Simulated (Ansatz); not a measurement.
P: several calculations on one system

**1. Relaxation**

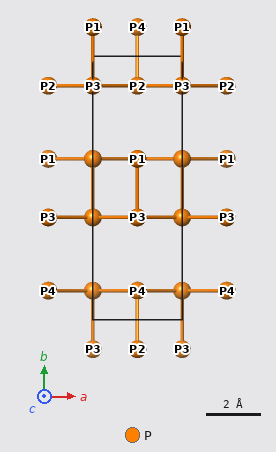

Starting structure of crystalline P (set up in Cmce). The picture is a ball-and-stick view of the conventional cell (2 times the calculation's cell), seen along the c axis. Lengths and directions refer to the drawn axes.

Case: volume × 0.97, shape and atoms relaxed.

All numbers below come from Ansatz, DFT PBEsol+D3(BJ), scalar-relativistic, plane waves, PAW.

Input
```yaml
crystal:
  lattice:
    - [1.6578151824, -4.8978657963, 0.0]
    - [1.6578151824, 4.8978657963, 0.0]
    - [0.0, 0.0, 3.7919811774]
  atoms:
    - { symbol: P, position: [0.8888428389, 0.1111571611, 0.056971421] }
    - { symbol: P, position: [0.6111571611, 0.3888428389, 0.556971421] }
    - { symbol: P, position: [0.1111571611, 0.8888428389, 0.943028579] }
    - { symbol: P, position: [0.3888428389, 0.6111571611, 0.443028579] }
basis:
  ecutwfc: 420
kpoints:
  mp_grid: { grid: [14, 14, 12] }
hamiltonian:
  xc: pbesol
  dispersion: d3bj
scf:
  occupations: { method: gaussian, width: 0.1 }
output:
  forces: true
  stress: true
  eigenvalues: true
relax:
  adjacent_minimum: "off"
  f_tol: 0.01
  max_steps: 30
  cell: { stress_tol: 0.1, fix: [volume] }
```

Command:
```bash
ansatz run input.yaml --threads 1 --pin off --max-ram 2560MiB --backend cpu --events-out ev --progress --plain --runs-dir out
```

Q: Predict the outcome.

A: The largest moves relative to the cell, 0.019 Å, are those of P1, P2, P3 and P4. P4 goes along [0 1 3]. The drawn cell changes at constant volume: a 3.316 → 3.354 Å (+1.2 %), b 9.796 → 9.789 Å (−0.1 %), c 3.792 → 3.751 Å (−1.1 %). Among the contacts that change: P1–P4 2.212 → 2.234 Å, P1–P3 2.220 → 2.238 Å. The space group stays Cmce (No. 64). Over 4 accepted moves (5 points after the start) the energy falls by 2.9 meV per atom. Largest force component: 0.21 eV/Å at the start, 0.0011 eV/Å at the end. Pressure: 3.35 GPa at the start and 1.35 GPa at the end. The SCF was repeated once at an unchanged geometry on a basis and grid sized afresh for the cell, which shifted the energy by less than 0.05 meV per atom at most. The run took 73 s on 1 thread of Intel(R) Xeon(R) 6975P-C (Granite Rapids) (shared host), peak memory 0.63 GiB.

Step by step:

```csv
step,"E − E(0), meV/atom","largest force component, eV/Å","pressure, GPa",note
0,0.00,0.2065,3.35,
1,-1.93,0.1104,2.28,
2,-2.71,0.0359,1.62,
3,-2.81,0.0264,1.27,
4,-2.91,0.0011,1.35,
5,-2.92,0.0011,1.35,"same geometry, new basis"
```

After the run, drawn alike:

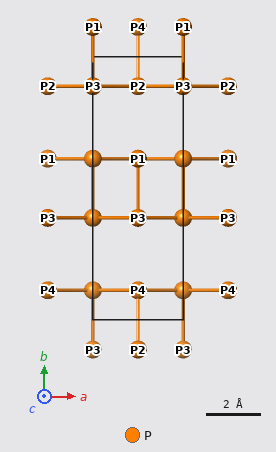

**2. Relaxation**

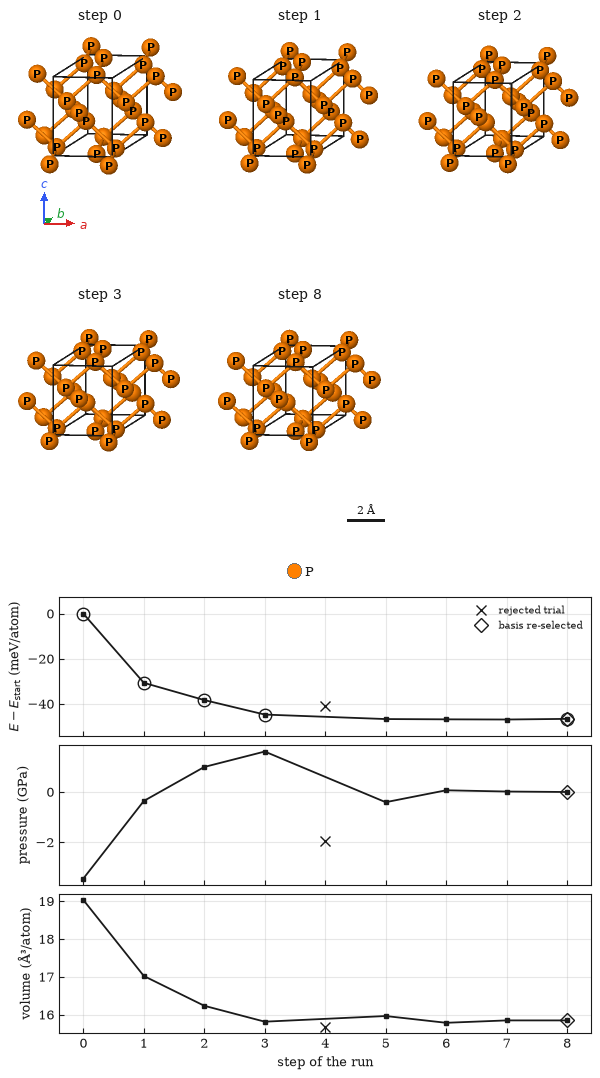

Frames of a relaxation of solid P (set up in Cmce), marked on the history of the run. The picture is a ball-and-stick view of the conventional cell (2 times the calculation's cell), seen slightly off an axis. Lengths and directions refer to the drawn axes.

These are results of DFT PBEsol+D3(BJ), scalar-relativistic, plane waves, PAW (Ansatz), not measurements. Settings: plane-wave cutoff 420 eV; k-point mesh 12 × 12 × 8; occupations gaussian; smearing width 0.01 eV; no spin polarisation; cell and atoms relaxed; force threshold 0.005 eV/Å; at most 80 steps.

### What happens along the run?

After 6 accepted moves (8 points after the start) the energy has fallen by 46.6 meV per atom. The largest force component goes from 0.087 to 0.00059 eV/Å. The pressure goes from −3.44 to 0.00 GPa. The line search rejected the trial step at point 4 of the run. At 1 point the geometry stayed and the basis and grid were re-selected for the new cell (energy shift of 0.3 meV per atom at most each time). The largest moves relative to the cell, 0.13 Å, are those of P atoms. Cell: a 3.316 → 3.344 Å (+0.8 %), b 10.484 → 9.910 Å (−5.5 %), c 4.379 → 3.826 Å (−12.6 %). Volume −16.7 %. Among the contacts that change: P–P 3.337 → 2.880 Å, P–P 2.225 → 2.233 Å. Bond angles that change, for instance: P–P–P 102.1° → 97.3°. The space group stays Cmce (No. 64). From step 0 to 1: P atoms move most (0.08 Å), volume −10.6 %, energy −30.6 meV per atom. From step 1 to 2: P atoms move most (0.03 Å), volume −4.6 %, energy −7.6 meV per atom. From step 2 to 3: P atoms move most (0.03 Å), volume −2.6 %, energy −6.4 meV per atom. From step 3 to 8: P atoms move most (0.02 Å), volume +0.2 %, energy −1.9 meV per atom.

```json
{"step": "0", "E − E(0), meV/atom": "0.00", "largest force component, eV/Å": "0.0874", "pressure, GPa": "-3.44", "volume, Å³/atom": "19.033", "note": ""}
{"step": "1", "E − E(0), meV/atom": "-30.65", "largest force component, eV/Å": "0.1021", "pressure, GPa": "-0.36", "volume, Å³/atom": "17.024", "note": ""}
{"step": "2", "E − E(0), meV/atom": "-38.29", "largest force component, eV/Å": "0.1337", "pressure, GPa": "0.99", "volume, Å³/atom": "16.235", "note": ""}
{"step": "3", "E − E(0), meV/atom": "-44.72", "largest force component, eV/Å": "0.2396", "pressure, GPa": "1.61", "volume, Å³/atom": "15.815", "note": ""}
{"step": "4", "E − E(0), meV/atom": "-41.05", "largest force component, eV/Å": "0.3196", "pressure, GPa": "-1.96", "volume, Å³/atom": "15.675", "note": "rejected"}
{"step": "5", "E − E(0), meV/atom": "-46.71", "largest force component, eV/Å": "0.0335", "pressure, GPa": "-0.41", "volume, Å³/atom": "15.964", "note": ""}
{"step": "6", "E − E(0), meV/atom": "-46.84", "largest force component, eV/Å": "0.0102", "pressure, GPa": "0.07", "volume, Å³/atom": "15.785", "note": ""}
{"step": "7", "E − E(0), meV/atom": "-46.91", "largest force component, eV/Å": "0.0003", "pressure, GPa": "0.02", "volume, Å³/atom": "15.849", "note": ""}
{"step": "8", "E − E(0), meV/atom": "-46.63", "largest force component, eV/Å": "0.0006", "pressure, GPa": "0.00", "volume, Å³/atom": "15.849", "note": "same geometry, new basis"}
```

**3. A change**

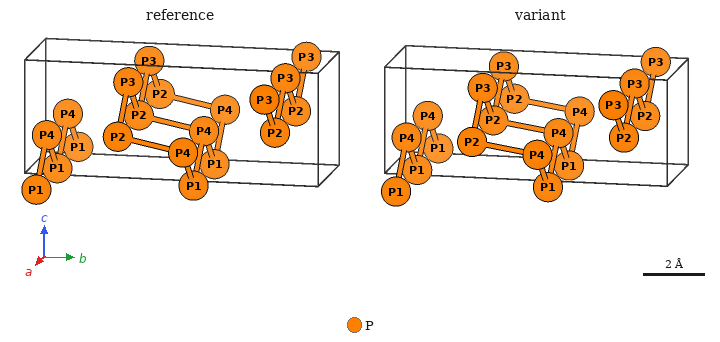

Left: solid P (set up in Cmce). Right: the same structure after one change, at the same scale. A ball-and-stick model of the conventional cell (2 times the calculation's cell), repeated 2 × 1 × 1 with one cell outlined, seen slightly off an axis. Lengths and directions refer to the drawn axes.

Method: DFT PBEsol+D3(BJ), scalar-relativistic, plane waves, PAW (Ansatz). (plane-wave cutoff 420 eV; k-point mesh 14 × 14 × 12; occupations gaussian; smearing width 0.1 eV; no spin polarisation)

### What was changed?

The volume is changed by −9.0 %. The cell's shape and the atoms are relaxed at that volume.

### How do the computed properties respond?

The volume changes by −9.0 %, with a 3.349 → 3.377 Å (+0.8 %), b 9.896 → 9.535 Å (−3.6 %), c 3.831 → 3.588 Å (−6.3 %). The largest moves relative to the cell, 0.055 Å, are those of P1, P2, P3 and P4. P1 goes along [0 1 −3]. Near-neighbour distances before and after: P–P 2.237 → 2.225 to 2.233 Å. The space group stays Cmce (No. 64). It costs 20.0 meV per atom. The pressure goes from 0.0 to 5.0 GPa.
